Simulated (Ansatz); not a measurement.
# BN: geometry relaxation (part 1 of 2)

The run: geometry relaxation of BN (P6₃mc, 4 atoms in the cell). Method and program: DFT r2SCAN, scalar-relativistic, plane waves, PAW, no spin polarisation (Ansatz 0.2.0).

The structure derives from a Materials Project entry.

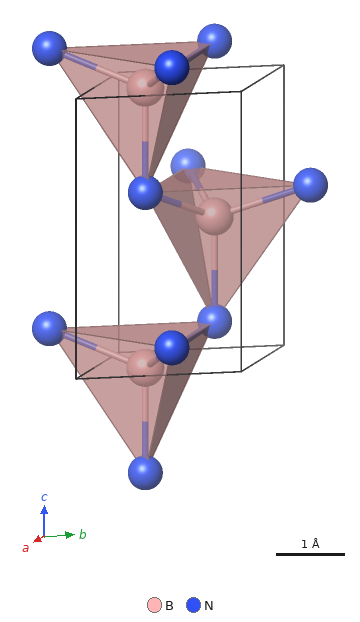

**Figure 1.** The structure as given in the input (polyhedral view of the cell of the calculation, seen slightly off an axis; polyhedra are completed across the faces of the cell). An atom can appear more than once, as a periodic image.

Results in brief

```json
{"quantity": "outcome", "value": "converged"}
{"quantity": "space group (tolerance 0.01 Å)", "value": "P6₃mc (186)"}
{"quantity": "electrons treated", "value": "16"}
{"quantity": "free energy", "value": "−1087.9362 eV"}
{"quantity": "Fermi energy", "value": "14.075 eV"}
{"quantity": "gap on the k-point mesh", "value": "5.75 eV"}
{"quantity": "pressure", "value": "0.00 GPa"}
{"quantity": "final volume", "value": "23.58 Å³"}
{"quantity": "largest force (length of the vector) at the end", "value": "under 0.001 eV/Å"}
{"quantity": "final cell", "value": "a = 2.544 Å, b = 2.544 Å, c = 4.208 Å, α = 90.00°, β = 90.00°, γ = 120.00°"}
{"quantity": "hardware", "value": "2 threads of Intel Xeon (Granite Rapids), 32 GiB of memory available, shared host"}
{"quantity": "wall time", "value": "7.7 s (CPU time 15 s)"}
{"quantity": "peak memory", "value": "0.42 GiB"}
```

Input file
```yaml
crystal:
  lattice:
    - [2.5539396017, 0.0, 0.0]
    - [-1.2769698009, 2.2117765748, 0.0]
    - [0.0, 0.0, 4.226855]
  atoms:
    - { symbol: B, position: [0.66666667, 0.33333333, 0.999724] }
    - { symbol: B, position: [0.33333333, 0.66666667, 0.499724] }
    - { symbol: "N", position: [0.66666667, 0.33333333, 0.625276] }
    - { symbol: "N", position: [0.33333333, 0.66666667, 0.125276] }
basis:
  ecutwfc: 500
kpoints:
  mp_grid: { grid: [12, 12, 6] }
hamiltonian:
  xc: r2scan
scf:
  occupations: { method: gaussian, width: 0.02 }
output:
  forces: true
  stress: true
  eigenvalues: true
  write_density: true
  write_potential: true
  elf: true
  volumetric_format: npy
relax:
  adjacent_minimum: "off"
  f_tol: 0.005
  max_steps: 80
  cell: { stress_tol: 0.05 }
```

Launch command:
```bash
ansatz run input.yaml --threads 2 --pin off --max-ram 5120MiB --backend cpu --events-out ev --progress --plain --runs-dir out
```

What the program printed
```
Engine: ansatz 0.2.0, x86_64-unknown-linux-gnu
Pseudopotentials: kind: paw
Pseudopotential: B, paw, valence charge 3, recommended cutoff 500 eV (meta_gga), B.paw.azcp
Pseudopotential: N, paw, valence charge 5, recommended cutoff 500 eV (meta_gga), N.paw.azcp
Functional definition: r2SCAN
  parameter k0 = 0.174
  parameter k1 = 0.065
  parameter a1 = 4.9479
  exchange = r2scan_x(k0 = k0, k1 = k1, a1 = a1)
  correlation = r2scan_c
Crystal: 4 atoms, lattice volume = 23.876 Å³
Basis set: ecut = 500 eV, 591 PW (Γ), exchange–correlation on 80×80×128 points (64 copies of the dense FFT grid, shifted against one another)
Bands: 12, of which v1, the nominal top of the filled ones, is band 8 counted from 1 (7 counted from 0)
Symmetry: 12 space group operations
Space group: P63mc (ITA 186), of the structure as read, at distance tolerance 2.9e-5 Å
k-points: 76 of 864 (time reversal used)
Non-local potential: B, projectors of the file, l = 0: 2, l = 1: 2, l = 2: 1
Non-local potential: N, projectors of the file, l = 0: 2, l = 1: 2, l = 2: 1
PAW form: soft (Blöchl's): semilocal exchange-correlation on the pseudo side does not see the compensation charge
PAW frozen core: B, regenerated for the run's functional (the file was generated under x = pbe(κ = 0.804, μ = 0.2195149727645171), c = pbe(β = 0.06672455060314922))
PAW frozen core: N, regenerated for the run's functional (the file was generated under x = pbe(κ = 0.804, μ = 0.2195149727645171), c = pbe(β = 0.06672455060314922))
PAW one-centre angular grid: B, 302 points (default); XC on 160 Gauss nodes
PAW one-centre angular grid: N, 302 points (default); XC on 160 Gauss nodes
Initial density: superposition of atomic densities (neutral atoms: chi_scale 0, normalization atom), corrected by the library's trained network
Initial wavefunctions: pseudopotential atomic-orbital guess
Functional: x = r2scan, c = r2scan; τ floored in thin density (d = 2e-4 eV/Å³)
SCF iter   1: F=—  HF=-1087.746712 eV  |F-HF|=—  |Δ(HF+E_count)|=         —  Δρ=1.02e-2  dr2=1.67e-2  dr2_τ=6.27e-1  ethr=1.77e-3  ⟨swp⟩=5.7  Hψ=5497  notcnv=0
preconditioner: auto → none  [insulator: Δε(μ)=5.740 eV  Ē_g=18.670 eV  σ=0.020 eV  W_gap=1.00  n_scr=2 (ndim 8)  ℏωp=30.4 eV  f_vac=0.000  D(μ)=0.00/eV (n_scr^D=0)  ε∞_Penn≈3.7]
SCF iter   2: F=—  HF=-1087.931327 eV  |F-HF|=—  |Δ(HF+E_count)|=   1.85e-1  Δρ=6.34e-3  dr2=3.78e-3  dr2_τ=2.60e-4  ethr=1.04e-4  ⟨swp⟩=3.0  Hψ=2680  notcnv=0
SCF iter   3: F=—  HF=-1087.931749 eV  |F-HF|=—  |Δ(HF+E_count)|=   4.22e-4  Δρ=5.44e-4  dr2=2.98e-5  dr2_τ=4.15e-5  ethr=2.37e-5  ⟨swp⟩=3.0  Hψ=1807  notcnv=0
SCF iter   4: F=—  HF=-1087.931766 eV  |F-HF|=—  |Δ(HF+E_count)|=   1.67e-5  Δρ=1.07e-4  dr2=1.13e-6  dr2_τ=1.46e-7  ethr=1.86e-7  ⟨swp⟩=2.2  Hψ=1520  notcnv=0
SCF iter   5: F=—  HF=-1087.931766 eV  |F-HF|=—  |Δ(HF+E_count)|=   4.09e-7  Δρ=4.36e-5  dr2=3.88e-7  dr2_τ=2.30e-8  ethr=7.06e-9  ⟨swp⟩=2.0  Hψ=1516  notcnv=0
SCF iter   6: F=-1087.931766 eV  HF=-1087.931766 eV  |F-HF|=1.02e-9  |Δ(HF+E_count)|=   3.85e-8  Δρ=5.99e-6  dr2=2.12e-9  dr2_τ=4.87e-10  ethr=6.25e-10  ⟨swp⟩=6.0  Hψ=5574  notcnv=0
SCF 1 converged in 6 iterations: F = -1087.931766 eV  dr2 = 2.12e-9
  greatest PAW one-centre occupation: 0.796 electrons in one spin orbital (limit 2), on the N atom at site 3 (counted from 0), in its partial waves of l = 0
relax step   1: F+E_penalty+E_count = -1087.93176610 eV  Δ(F+E_penalty+E_count) = +0.000e0 eV  max|allowed force component| = 2.471e-2 eV/Å  Δτ_max = 0.0000 Å  P = -4.741 GPa  Ω = 23.876 Å³  (6 SCF iters, dr2 threshold 1.00e-7 eV, accepted)
Crystal: 4 atoms, lattice volume = 23.702 Å³
Initial density: handed on by an earlier stage of this run
Initial wavefunctions: those handed on with the density
iter 1 solved again at ethr=4.02e-6 eV; its pass at ethr=3.10e-3 eV (dr2=6.43e-4 eV) is discarded
SCF iter   1: F=—  HF=-1087.935112 eV  |F-HF|=—  |Δ(HF+E_count)|=         —  Δρ=1.68e-3  dr2=5.87e-4  dr2_τ=6.93e-4  ethr=4.02e-6  ⟨swp⟩=1.6  Hψ=6079  notcnv=0
preconditioner: auto → none  [insulator: Δε(μ)=5.776 eV  Ē_g=18.743 eV  σ=0.020 eV  W_gap=1.00  n_scr=2 (ndim 8)  ℏωp=30.5 eV  f_vac=0.000  D(μ)=0.00/eV (n_scr^D=0)  ε∞_Penn≈3.6]
SCF iter   2: F=—  HF=-1087.935525 eV  |F-HF|=—  |Δ(HF+E_count)|=   4.13e-4  Δρ=6.29e-4  dr2=7.27e-5  dr2_τ=1.21e-5  ethr=3.67e-6  ⟨swp⟩=2.1  Hψ=1726  notcnv=0
SCF iter   3: F=—  HF=-1087.935521 eV  |F-HF|=—  |Δ(HF+E_count)|=   3.69e-6  Δρ=1.77e-4  dr2=6.35e-6  dr2_τ=1.32e-6  ethr=4.54e-7  ⟨swp⟩=2.0  Hψ=1428  notcnv=0
SCF iter   4: F=-1087.935521 eV  HF=-1087.935521 eV  |F-HF|=3.31e-8  |Δ(HF+E_count)|=   2.67e-7  Δρ=3.78e-5  dr2=1.33e-7  dr2_τ=2.03e-8  ethr=2.50e-9  ⟨swp⟩=6.8  Hψ=5989  notcnv=0
SCF 2 converged in 4 iterations: F = -1087.935521 eV  dr2 = 1.33e-7
  greatest PAW one-centre occupation: 0.797 electrons in one spin orbital (limit 2), on the N atom at site 3 (counted from 0), in its partial waves of l = 0
relax step   2: F+E_penalty+E_count = -1087.93552076 eV  Δ(F+E_penalty+E_count) = -3.755e-3 eV  max|allowed force component| = 1.340e-3 eV/Å  Δτ_max = 0.0004 Å  P = -1.948 GPa  Ω = 23.702 Å³  energy of the carried Pulay correction = +7.411e-5 eV  (4 SCF iters, dr2 threshold 4.00e-7 eV, accepted)
Crystal: 4 atoms, lattice volume = 23.577 Å³
iter 1 solved again at ethr=2.00e-6 eV; its pass at ethr=3.10e-3 eV (dr2=3.21e-4 eV) is discarded
SCF iter   1: F=—  HF=-1087.936067 eV  |F-HF|=—  |Δ(HF+E_count)|=         —  Δρ=1.19e-3  dr2=2.93e-4  dr2_τ=3.58e-4  ethr=2.00e-6  ⟨swp⟩=1.5  Hψ=6083  notcnv=0
preconditioner: auto → none  [insulator: Δε(μ)=5.754 eV  Ē_g=18.805 eV  σ=0.020 eV  W_gap=1.00  n_scr=2 (ndim 8)  ℏωp=30.6 eV  f_vac=0.000  D(μ)=0.00/eV (n_scr^D=0)  ε∞_Penn≈3.6]
SCF iter   2: F=—  HF=-1087.936291 eV  |F-HF|=—  |Δ(HF+E_count)|=   2.24e-4  Δρ=4.61e-4  dr2=3.81e-5  dr2_τ=5.76e-6  ethr=1.83e-6  ⟨swp⟩=2.1  Hψ=1462  notcnv=0
SCF iter   3: F=—  HF=-1087.936290 eV  |F-HF|=—  |Δ(HF+E_count)|=   1.39e-6  Δρ=1.24e-4  dr2=3.07e-6  dr2_τ=7.06e-7  ethr=2.38e-7  ⟨swp⟩=2.0  Hψ=1443  notcnv=0
SCF iter   4: F=-1087.936289 eV  HF=-1087.936289 eV  |F-HF|=1.68e-8  |Δ(HF+E_count)|=   1.12e-7  Δρ=2.76e-5  dr2=7.11e-8  dr2_τ=1.07e-8  ethr=2.50e-9  ⟨swp⟩=10.6  Hψ=7366  notcnv=0
SCF 3 converged in 4 iterations: F = -1087.936289 eV  dr2 = 7.11e-8
  greatest PAW one-centre occupation: 0.797 electrons in one spin orbital (limit 2), on the N atom at site 2 (counted from 0), in its partial waves of l = 0
relax step   3: F+E_penalty+E_count = -1087.93628946 eV  Δ(F+E_penalty+E_count) = -7.687e-4 eV  max|allowed force component| = 7.465e-3 eV/Å  Δτ_max = 0.0003 Å  P = +0.094 GPa  Ω = 23.577 Å³  energy of the carried Pulay correction = +1.276e-4 eV  (4 SCF iters, dr2 threshold 4.00e-7 eV, accepted)
Crystal: 4 atoms, lattice volume = 23.583 Å³
iter 1 solved again at ethr=1.86e-8 eV; its pass at ethr=3.10e-3 eV (dr2=2.97e-6 eV) is discarded
SCF iter   1: F=—  HF=-1087.936305 eV  |F-HF|=—  |Δ(HF+E_count)|=         —  Δρ=1.50e-4  dr2=3.11e-6  dr2_τ=2.52e-6  ethr=1.86e-8  ⟨swp⟩=2.0  Hψ=6506  notcnv=0
preconditioner: auto → none  [insulator: Δε(μ)=5.748 eV  Ē_g=18.797 eV  σ=0.020 eV  W_gap=1.00  n_scr=2 (ndim 8)  ℏωp=30.6 eV  f_vac=0.000  D(μ)=0.00/eV (n_scr^D=0)  ε∞_Penn≈3.6]
SCF iter   2: F=—  HF=-1087.936306 eV  |F-HF|=—  |Δ(HF+E_count)|=   7.56e-7  Δρ=6.54e-5  dr2=4.91e-7  dr2_τ=2.05e-8  ethr=1.86e-8  ⟨swp⟩=2.1  Hψ=1527  notcnv=0
SCF iter   3: F=-1087.936306 eV  HF=-1087.936306 eV  |F-HF|=1.22e-8  |Δ(HF+E_count)|=   6.93e-8  Δρ=1.35e-5  dr2=2.50e-8  dr2_τ=8.09e-9  ethr=1.34e-9  ⟨swp⟩=9.0  Hψ=6498  notcnv=0
SCF 4 converged in 3 iterations: F = -1087.936306 eV  dr2 = 2.50e-8
relax step   4: F+E_penalty+E_count = -1087.93630603 eV  Δ(F+E_penalty+E_count) = -1.656e-5 eV  max|allowed force component| = 5.464e-3 eV/Å  Δτ_max = 0.0000 Å  P = +0.002 GPa  Ω = 23.583 Å³  energy of the carried Pulay correction = +1.252e-4 eV  (3 SCF iters, dr2 threshold 2.14e-7 eV, accepted)
iter 1 solved again at ethr=2.52e-9 eV; its pass at ethr=3.10e-3 eV (dr2=4.03e-7 eV) is discarded
SCF iter   1: F=—  HF=-1087.936307 eV  |F-HF|=—  |Δ(HF+E_count)|=         —  Δρ=5.12e-5  dr2=4.03e-7  dr2_τ=9.82e-7  ethr=2.52e-9  ⟨swp⟩=2.7  Hψ=6443  notcnv=0
preconditioner: auto → none  [insulator: Δε(μ)=5.753 eV  Ē_g=18.797 eV  σ=0.020 eV  W_gap=1.00  n_scr=2 (ndim 8)  ℏωp=30.6 eV  f_vac=0.000  D(μ)=0.00/eV (n_scr^D=0)  ε∞_Penn≈3.6]
SCF iter   2: F=—  HF=-1087.936307 eV  |F-HF|=—  |Δ(HF+E_count)|=   7.21e-9  Δρ=2.16e-5  dr2=5.74e-8  dr2_τ=3.06e-9  ethr=2.52e-9  ⟨swp⟩=2.1  Hψ=1512  notcnv=0
SCF iter   3: F=—  HF=-1087.936307 eV  |F-HF|=—  |Δ(HF+E_count)|=   1.06e-8  Δρ=5.75e-6  dr2=4.30e-9  dr2_τ=1.12e-9  ethr=3.59e-10  ⟨swp⟩=2.7  Hψ=1550  notcnv=0
SCF iter   4: F=-1087.936307 eV  HF=-1087.936307 eV  |F-HF|=4.30e-11  |Δ(HF+E_count)|=  7.06e-10  Δρ=1.74e-6  dr2=2.36e-10  dr2_τ=2.72e-11  ethr=1.17e-11  ⟨swp⟩=6.6  Hψ=4330  notcnv=0
SCF 5 converged in 4 iterations: F = -1087.936307 eV  dr2 = 2.36e-10
relax step   5: F+E_penalty+E_count = -1087.93630744 eV  Δ(F+E_penalty+E_count) = -1.413e-6 eV  max|allowed force component| = 6.402e-5 eV/Å  Δτ_max = 0.0001 Å  P = -0.001 GPa  Ω = 23.583 Å³  energy of the carried Pulay correction = +1.251e-4 eV  (4 SCF iters, dr2 threshold 1.87e-9 eV, accepted)
Initial wavefunctions: pseudopotential atomic-orbital guess (no wavefunctions were taken with the density)
iter 1 solved again at ethr=3.38e-8 eV; its pass at ethr=3.10e-3 eV (dr2=5.40e-6 eV) is discarded
SCF iter   1: F=—  HF=-1087.936180 eV  |F-HF|=—  |Δ(HF+E_count)|=         —  Δρ=2.85e-5  dr2=1.79e-8  dr2_τ=5.81e-8  ethr=3.38e-8  ⟨swp⟩=3.1  Hψ=8115  notcnv=0
SCF iter   2: F=—  HF=-1087.936182 eV  |F-HF|=—  |Δ(HF+E_count)|=   1.31e-6  Δρ=1.42e-5  dr2=4.48e-9  dr2_τ=5.88e-9  ethr=1.12e-10  ⟨swp⟩=2.0  Hψ=1489  notcnv=0
SCF iter   3: F=—  HF=-1087.936182 eV  |F-HF|=—  |Δ(HF+E_count)|=   1.53e-8  Δρ=1.59e-6  dr2=3.72e-10  dr2_τ=7.32e-11  ethr=2.80e-11  ⟨swp⟩=2.0  Hψ=1520  notcnv=0
SCF iter   4: F=-1087.936182 eV  HF=-1087.936182 eV  |F-HF|=1.00e-11  |Δ(HF+E_count)|=  2.25e-11  Δρ=3.54e-7  dr2=7.07e-12  dr2_τ=3.64e-12  ethr=1.00e-12  ⟨swp⟩=4.1  Hψ=4419  notcnv=0
SCF 6 converged in 4 iterations: F = -1087.936182 eV  dr2 = 7.07e-12
relax step   6: F+E_penalty+E_count = -1087.93618165 eV  Δ(F+E_penalty+E_count) = +1.258e-4 eV  max|allowed force component| = 6.414e-5 eV/Å  Δτ_max = 0.0000 Å  P = +0.002 GPa  Ω = 23.583 Å³  stress off target by 2.24e-3 GPa  SCF on the basis re-selected at this cell (its energy is not comparable with the rows above)  (4 SCF iters)
```
